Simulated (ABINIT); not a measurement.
**Run report: P, geometry relaxation (part 2 of 4)**

The same run, continued: P (R-3m, 2 atoms in the cell); Kohn-Sham DFT of a periodic cell, PBEsol, PseudoDojo NC SR PBEsol v0.4.1 standard, no spin polarisation (ABINIT 10.8.3); cutoff 598.65 eV, 7×7×7 k-mesh, fermi-dirac of 0.05 eV. The structure derives from a Materials Project entry.

Geometry of the input (Å; fractional positions):
```
1.7257  0.9963  3.1297
-1.7257  0.9963  3.1297
0.0000  -1.9927  3.1297
P  0.7729  0.7729  0.7729
P  0.2271  0.2271  0.2271
```

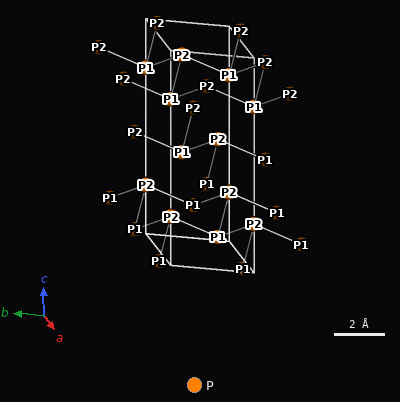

Figure 1. The input geometry (ball-and-stick view of the cell 3 times as large as that of the calculation, set on its symmetry axes, seen at an oblique angle; neighbours outside the cell are drawn fainter; atoms are numbered from 1 in the order of the input). An atom can appear more than once, as a periodic image.

### The program's output, continued
```
 Difference of energy with previous step (new-old):
           Absolute (Ha)=-1.41910E-04
           Relative     =-1.02502E-05

--- Iteration: ( 3/50) Internal Cycle: (1/1)
--------------------------------------------------------------------------------

---SELF-CONSISTENT-FIELD CONVERGENCE--------------------------------------------

--- !BeginCycle
iteration_state: {dtset: 1, itime: 3, icycle: 1, }
solver: {iscf: 7, nstep: 80, nline: 4, wfoptalg: 0, }
tolerances: {tolvrs: 1.00E-12, }
...

     iter   Etot(hartree)      deltaE(h)  residm     vres2
 ETOT  1  -13.845032209508    -1.385E+01 1.295E-02 9.889E-01
 ETOT  2  -13.845192069551    -1.599E-04 6.198E-05 3.454E-02
 ETOT  3  -13.845196118922    -4.049E-06 1.856E-05 8.410E-04
 ETOT  4  -13.845196219015    -1.001E-07 1.486E-05 1.330E-05
 ETOT  5  -13.845196220527    -1.512E-09 3.764E-06 9.655E-08
 ETOT  6  -13.845196220535    -8.622E-12 3.576E-06 1.558E-09
 ETOT  7  -13.845196220535    -4.263E-14 8.511E-07 3.729E-11
 ETOT  8  -13.845196220536    -8.527E-14 8.822E-07 9.864E-14

 At SCF step    8       vres2   =  9.86E-14 < tolvrs=  1.00E-12 =>converged.

 Cartesian components of stress tensor (hartree/bohr^3)
  sigma(1 1)= -9.33626563E-05  sigma(3 2)= -1.97977680E-13
  sigma(2 2)= -9.33626563E-05  sigma(3 1)=  0.00000000E+00
  sigma(3 3)= -2.08178645E-05  sigma(2 1)=  0.00000000E+00

--- !ResultsGS
iteration_state: {dtset: 1, itime: 3, icycle: 1, }
comment   : Summary of ground state results
lattice_vectors:
- [  3.2175443,   1.8576501,   5.6844667, ]
- [ -3.2175443,   1.8576501,   5.6844667, ]
- [  0.0000000,  -3.7153001,   5.6844667, ]
lattice_lengths: [   6.79092,    6.79092,    6.79092, ]
lattice_angles: [ 56.563,  56.563,  56.563, ] # degrees, (23, 13, 12)
lattice_volume:   2.0385878E+02
convergence: {deltae: -8.527E-14, res2:  9.864E-14, residm:  8.822E-07, diffor: null, }
etotal    :  -1.38451962E+01
entropy   :   0.00000000E+00
fermie    :   3.33271574E-01
cartesian_stress_tensor: # hartree/bohr^3
- [ -9.33626563E-05,   0.00000000E+00,   0.00000000E+00, ]
- [  0.00000000E+00,  -9.33626563E-05,  -1.97977680E-13, ]
- [  0.00000000E+00,  -1.97977680E-13,  -2.08178645E-05, ]
pressure_GPa:   2.0354E+00
xred      :
- [  7.6966E-01,   7.6966E-01,   7.6966E-01,  P]
- [  2.3034E-01,   2.3034E-01,   2.3034E-01,  P]
cartesian_forces: # hartree/bohr
- [ -7.32168961E-20,   4.17062655E-14,  -2.79281022E-03, ]
- [  7.32168961E-20,  -4.17062655E-14,   2.79281022E-03, ]
force_length_stats: {min:   2.79281022E-03, max:   2.79281022E-03, mean:   2.79281022E-03, }
...

 Integrated electronic density in atomic spheres:
 ------------------------------------------------
 Atom  Sphere_radius  Integrated_density
    1        2.00000          2.75564417
    2        2.00000          2.75564417

---OUTPUT-----------------------------------------------------------------------

 Cartesian coordinates (xcart) [bohr]
 -1.36191509354929E-16  5.58397847243078E-10  1.31253133243170E+01
  1.86930800593925E-16  1.67114715397886E-10  3.92808666368004E+00
 Reduced coordinates (xred)
  7.69659618231860E-01  7.69659618231860E-01  7.69659618231860E-01
  2.30340381768140E-01  2.30340381768140E-01  2.30340381768140E-01
 Cartesian forces (fcart) [Ha/bohr]; max,rms= 2.79281E-03 1.61243E-03 (free atoms)
 -7.32168961281525E-20  4.17062654947112E-14 -2.79281022019553E-03
  7.32168961281525E-20 -4.17062654947112E-14  2.79281022019553E-03
 Gradient of E wrt nuclear positions in reduced coordinates (gred)
  1.58756365918535E-02  1.58756365918535E-02  1.58756365918535E-02
 -1.58756365918535E-02 -1.58756365918535E-02 -1.58756365918535E-02
 Scale of Primitive Cell (acell) [bohr]
  6.79092159837570E+00  6.79092159837570E+00  6.79092159811693E+00
 Real space primitive translations (rprimd) [bohr]
  3.21754427884122E+00  1.85765005577176E+00  5.68446666269342E+00
 -3.21754427884122E+00  1.85765005577176E+00  5.68446666269342E+00
  0.00000000000000E+00 -3.71530011081800E+00  5.68446666261020E+00
 Unitary Cell Volume (ucvol) [Bohr^3]=  2.03858775553056E+02
 Angles (23,13,12)= [degrees]
  5.65626015325933E+01  5.65626015325933E+01  5.65626015311348E+01
 Lengths [Bohr]
  6.79092159837570E+00  6.79092159837570E+00  6.79092159811693E+00
 Stress tensor in cartesian coordinates (strten) [Ha/bohr^3]
 -9.33626562872507E-05  0.00000000000000E+00  0.00000000000000E+00
  0.00000000000000E+00 -9.33626563293013E-05 -1.97977680040262E-13
  0.00000000000000E+00 -1.97977680040262E-13 -2.08178644680425E-05
 Total energy (etotal) [Ha]= -1.38451962205356E+01

 Difference of energy with previous step (new-old):
           Absolute (Ha)=-5.99864E-04
           Relative     =-4.33274E-05

--- Iteration: ( 4/50) Internal Cycle: (1/1)
--------------------------------------------------------------------------------

---SELF-CONSISTENT-FIELD CONVERGENCE--------------------------------------------

--- !BeginCycle
iteration_state: {dtset: 1, itime: 4, icycle: 1, }
solver: {iscf: 7, nstep: 80, nline: 4, wfoptalg: 0, }
tolerances: {tolvrs: 1.00E-12, }
...

     iter   Etot(hartree)      deltaE(h)  residm     vres2
 ETOT  1  -13.845282105156    -1.385E+01 4.609E-07 3.643E-02
 ETOT  2  -13.845287881460    -5.776E-06 1.084E-07 1.016E-03
 ETOT  3  -13.845288006430    -1.250E-07 1.718E-08 3.990E-05
 ETOT  4  -13.845288011314    -4.884E-09 2.843E-08 4.860E-07
 ETOT  5  -13.845288011364    -4.968E-11 3.458E-09 3.694E-09
 ETOT  6  -13.845288011364    -4.334E-13 5.334E-09 8.854E-11
 ETOT  7  -13.845288011364    -6.040E-14 7.981E-10 8.186E-13

 At SCF step    7       vres2   =  8.19E-13 < tolvrs=  1.00E-12 =>converged.

 Cartesian components of stress tensor (hartree/bohr^3)
  sigma(1 1)= -5.45293853E-05  sigma(3 2)= -1.95258340E-13
  sigma(2 2)= -5.45293853E-05  sigma(3 1)=  0.00000000E+00
  sigma(3 3)=  4.36592325E-06  sigma(2 1)=  0.00000000E+00

--- !ResultsGS
iteration_state: {dtset: 1, itime: 4, icycle: 1, }
comment   : Summary of ground state results
lattice_vectors:
- [  3.2288306,   1.8641662,   5.7122598, ]
- [ -3.2288306,   1.8641662,   5.7122598, ]
- [  0.0000000,  -3.7283324,   5.7122598, ]
lattice_lengths: [   6.82132,    6.82132,    6.82132, ]
lattice_angles: [ 56.503,  56.503,  56.503, ] # degrees, (23, 13, 12)
lattice_volume:   2.0629519E+02
convergence: {deltae: -6.040E-14, res2:  8.186E-13, residm:  7.981E-10, diffor: null, }
etotal    :  -1.38452880E+01
entropy   :   0.00000000E+00
fermie    :   3.28012021E-01
cartesian_stress_tensor: # hartree/bohr^3
- [ -5.45293853E-05,   0.00000000E+00,   0.00000000E+00, ]
- [  0.00000000E+00,  -5.45293853E-05,  -1.95258340E-13, ]
- [  0.00000000E+00,  -1.95258340E-13,   4.36592325E-06, ]
pressure_GPa:   1.0267E+00
xred      :
- [  7.6991E-01,   7.6991E-01,   7.6991E-01,  P]
- [  2.3009E-01,   2.3009E-01,   2.3009E-01,  P]
cartesian_forces: # hartree/bohr
- [ -4.17499452E-19,   3.62433834E-14,  -2.42692741E-03, ]
- [  4.17499452E-19,  -3.62433834E-14,   2.42692741E-03, ]
force_length_stats: {min:   2.42692741E-03, max:   2.42692741E-03, mean:   2.42692741E-03, }
...

 Integrated electronic density in atomic spheres:
 ------------------------------------------------
 Atom  Sphere_radius  Integrated_density
    1        2.00000          2.75229879
    2        2.00000          2.75229879

---OUTPUT-----------------------------------------------------------------------

 Cartesian coordinates (xcart) [bohr]
  1.74335845734559E-16  5.61309740523394E-10  1.31937843089114E+01
 -3.39071942559835E-17  1.67748918614803E-10  3.94299520280742E+00
 Reduced coordinates (xred)
  7.69910373176533E-01  7.69910373176533E-01  7.69910373176533E-01
  2.30089626823467E-01  2.30089626823467E-01  2.30089626823467E-01
 Cartesian forces (fcart) [Ha/bohr]; max,rms= 2.42693E-03 1.40119E-03 (free atoms)
 -4.17499452270251E-19  3.62433833755951E-14 -2.42692740909456E-03
  4.17499452270251E-19 -3.62433833755951E-14  2.42692740909456E-03
 Gradient of E wrt nuclear positions in reduced coordinates (gred)
  1.38632399668668E-02  1.38632399668668E-02  1.38632399668668E-02
 -1.38632399668668E-02 -1.38632399668668E-02 -1.38632399668668E-02
 Scale of Primitive Cell (acell) [bohr]
  6.82131769929490E+00  6.82131769929490E+00  6.82131769903510E+00
 Real space primitive translations (rprimd) [bohr]
  3.22883059775205E+00  1.86416621503431E+00  5.71225983726744E+00
 -3.22883059775205E+00  1.86416621503431E+00  5.71225983726744E+00
  0.00000000000000E+00 -3.72833242933955E+00  5.71225983718392E+00
 Unitary Cell Volume (ucvol) [Bohr^3]=  2.06295187865350E+02
 Angles (23,13,12)= [degrees]
  5.65031805010793E+01  5.65031805010793E+01  5.65031804996233E+01
 Lengths [Bohr]
  6.82131769929490E+00  6.82131769929490E+00  6.82131769903510E+00
 Stress tensor in cartesian coordinates (strten) [Ha/bohr^3]
 -5.45293852676322E-05  0.00000000000000E+00  0.00000000000000E+00
  0.00000000000000E+00 -5.45293853091420E-05 -1.95258339947027E-13
  0.00000000000000E+00 -1.95258339947027E-13  4.36592324991238E-06
 Total energy (etotal) [Ha]= -1.38452880113645E+01

 Difference of energy with previous step (new-old):
           Absolute (Ha)=-9.17908E-05
           Relative     =-6.62977E-06

--- Iteration: ( 5/50) Internal Cycle: (1/1)
--------------------------------------------------------------------------------

---SELF-CONSISTENT-FIELD CONVERGENCE--------------------------------------------

--- !BeginCycle
iteration_state: {dtset: 1, itime: 5, icycle: 1, }
solver: {iscf: 7, nstep: 80, nline: 4, wfoptalg: 0, }
tolerances: {tolvrs: 1.00E-12, }
...

     iter   Etot(hartree)      deltaE(h)  residm     vres2
 ETOT  1  -13.845347036870    -1.385E+01 1.113E-06 6.965E-02
 ETOT  2  -13.845359292732    -1.226E-05 2.246E-07 1.081E-03
 ETOT  3  -13.845359518289    -2.256E-07 3.311E-08 4.868E-05
 ETOT  4  -13.845359524044    -5.755E-09 2.967E-08 4.744E-07
 ETOT  5  -13.845359524084    -3.989E-11 4.576E-09 6.558E-09
 ETOT  6  -13.845359524084    -7.194E-13 4.953E-09 7.016E-11
 ETOT  7  -13.845359524084     7.638E-14 7.368E-10 5.515E-13

 At SCF step    7       vres2   =  5.52E-13 < tolvrs=  1.00E-12 =>converged.

 Cartesian components of stress tensor (hartree/bohr^3)
  sigma(1 1)= -1.93925226E-05  sigma(3 2)= -1.94501030E-13
  sigma(2 2)= -1.93925227E-05  sigma(3 1)=  0.00000000E+00
  sigma(3 3)=  1.57405868E-05  sigma(2 1)=  0.00000000E+00

--- !ResultsGS
iteration_state: {dtset: 1, itime: 5, icycle: 1, }
comment   : Summary of ground state results
lattice_vectors:
- [  3.2396834,   1.8704321,   5.7091641, ]
- [ -3.2396834,   1.8704321,   5.7091641, ]
- [  0.0000000,  -3.7408641,   5.7091641, ]
lattice_lengths: [   6.82559,    6.82559,    6.82559, ]
lattice_angles: [ 56.672,  56.672,  56.672, ] # degrees, (23, 13, 12)
lattice_volume:   2.0757176E+02
convergence: {deltae:  7.638E-14, res2:  5.515E-13, residm:  7.368E-10, diffor: null, }
etotal    :  -1.38453595E+01
entropy   :   0.00000000E+00
fermie    :   3.25466090E-01
cartesian_stress_tensor: # hartree/bohr^3
- [ -1.93925226E-05,   0.00000000E+00,   0.00000000E+00, ]
- [  0.00000000E+00,  -1.93925227E-05,  -1.94501030E-13, ]
- [  0.00000000E+00,  -1.94501030E-13,   1.57405868E-05, ]
pressure_GPa:   2.2600E-01
xred      :
- [  7.6961E-01,   7.6961E-01,   7.6961E-01,  P]
- [  2.3039E-01,   2.3039E-01,   2.3039E-01,  P]
cartesian_forces: # hartree/bohr
- [  1.08736572E-19,   1.95094850E-14,  -1.30640646E-03, ]
- [ -1.08736572E-19,  -1.95094850E-14,   1.30640646E-03, ]
force_length_stats: {min:   1.30640646E-03, max:   1.30640646E-03, mean:   1.30640646E-03, }
...

 Integrated electronic density in atomic spheres:
 ------------------------------------------------
 Atom  Sphere_radius  Integrated_density
    1        2.00000          2.74530558
    2        2.00000          2.74530558

---OUTPUT-----------------------------------------------------------------------

 Cartesian coordinates (xcart) [bohr]
  1.19375571929547E-15  5.60787475168024E-10  1.31814430918093E+01
  1.12827374348755E-16  1.67879422232012E-10  3.94604914511084E+00
 Reduced coordinates (xred)
  7.69607302077493E-01  7.69607302077493E-01  7.69607302077492E-01
  2.30392697922508E-01  2.30392697922508E-01  2.30392697922508E-01
 Cartesian forces (fcart) [Ha/bohr]; max,rms= 1.30641E-03 7.54254E-04 (free atoms)
  1.08736571885335E-19  1.95094850247635E-14 -1.30640646214533E-03
 -1.08736571885335E-19 -1.95094850247635E-14  1.30640646214533E-03
 Gradient of E wrt nuclear positions in reduced coordinates (gred)
  7.45848884621885E-03  7.45848884621885E-03  7.45848884621885E-03
 -7.45848884621885E-03 -7.45848884621885E-03 -7.45848884621885E-03
 Scale of Primitive Cell (acell) [bohr]
  6.82558560273299E+00  6.82558560273299E+00  6.82558560247265E+00
 Real space primitive translations (rprimd) [bohr]
  3.23968335701870E+00  1.87043205851826E+00  5.70916407900132E+00
 -3.23968335701870E+00  1.87043205851826E+00  5.70916407900132E+00
  0.00000000000000E+00 -3.74086411630786E+00  5.70916407891753E+00
 Unitary Cell Volume (ucvol) [Bohr^3]=  2.07571764585405E+02
 Angles (23,13,12)= [degrees]
  5.66715859023152E+01  5.66715859023152E+01  5.66715859008523E+01
 Lengths [Bohr]
  6.82558560273299E+00  6.82558560273299E+00  6.82558560247265E+00
 Stress tensor in cartesian coordinates (strten) [Ha/bohr^3]
 -1.93925226485729E-05  0.00000000000000E+00  0.00000000000000E+00
  0.00000000000000E+00 -1.93925226899972E-05 -1.94501029951027E-13
  0.00000000000000E+00 -1.94501029951027E-13  1.57405867868073E-05
 Total energy (etotal) [Ha]= -1.38453595240842E+01

 Difference of energy with previous step (new-old):
           Absolute (Ha)=-7.15127E-05
           Relative     =-5.16512E-06

--- Iteration: ( 6/50) Internal Cycle: (1/1)
--------------------------------------------------------------------------------

---SELF-CONSISTENT-FIELD CONVERGENCE--------------------------------------------

--- !BeginCycle
iteration_state: {dtset: 1, itime: 6, icycle: 1, }
solver: {iscf: 7, nstep: 80, nline: 4, wfoptalg: 0, }
tolerances: {tolvrs: 1.00E-12, }
...

     iter   Etot(hartree)      deltaE(h)  residm     vres2
 ETOT  1  -13.845383362691    -1.385E+01 2.547E-05 7.446E-02
 ETOT  2  -13.845396820998    -1.346E-05 3.665E-07 1.396E-03
 ETOT  3  -13.845397135758    -3.148E-07 9.389E-08 3.676E-05
 ETOT  4  -13.845397140596    -4.839E-09 5.444E-08 6.080E-07
 ETOT  5  -13.845397140656    -5.942E-11 1.841E-08 5.391E-09
 ETOT  6  -13.845397140656    -5.702E-13 1.212E-08 4.346E-11
 ETOT  7  -13.845397140656    -7.105E-15 3.969E-09 2.855E-13

 At SCF step    7       vres2   =  2.86E-13 < tolvrs=  1.00E-12 =>converged.

 Cartesian components of stress tensor (hartree/bohr^3)
  sigma(1 1)= -8.25666644E-07  sigma(3 2)= -1.95426328E-13
  sigma(2 2)= -8.25666686E-07  sigma(3 1)=  0.00000000E+00
  sigma(3 3)=  1.33750188E-05  sigma(2 1)=  0.00000000E+00

--- !ResultsGS
iteration_state: {dtset: 1, itime: 6, icycle: 1, }
comment   : Summary of ground state results
lattice_vectors:
- [  3.2463233,   1.8742657,   5.6833526, ]
- [ -3.2463233,   1.8742657,   5.6833526, ]
- [  0.0000000,  -3.7485313,   5.6833526, ]
lattice_lengths: [   6.80823,    6.80823,    6.80823, ]
lattice_angles: [ 56.956,  56.956,  56.956, ] # degrees, (23, 13, 12)
lattice_volume:   2.0748121E+02
convergence: {deltae: -7.105E-15, res2:  2.855E-13, residm:  3.969E-09, diffor: null, }
etotal    :  -1.38453971E+01
entropy   :   0.00000000E+00
fermie    :   3.25635220E-01
cartesian_stress_tensor: # hartree/bohr^3
- [ -8.25666644E-07,   0.00000000E+00,   0.00000000E+00, ]
- [  0.00000000E+00,  -8.25666686E-07,  -1.95426328E-13, ]
- [  0.00000000E+00,  -1.95426328E-13,   1.33750188E-05, ]
pressure_GPa:  -1.1497E-01
xred      :
- [  7.6901E-01,   7.6901E-01,   7.6901E-01,  P]
- [  2.3099E-01,   2.3099E-01,   2.3099E-01,  P]
cartesian_forces: # hartree/bohr
- [ -1.83081777E-20,   4.24524660E-15,  -2.84271291E-04, ]
- [  1.83081777E-20,  -4.24524660E-15,   2.84271291E-04, ]
force_length_stats: {min:   2.84271291E-04, max:   2.84271291E-04, mean:   2.84271291E-04, }
...

 Integrated electronic density in atomic spheres:
 ------------------------------------------------
 Atom  Sphere_radius  Integrated_density
    1        2.00000          2.74394111
    2        2.00000          2.74394111

---OUTPUT-----------------------------------------------------------------------
```
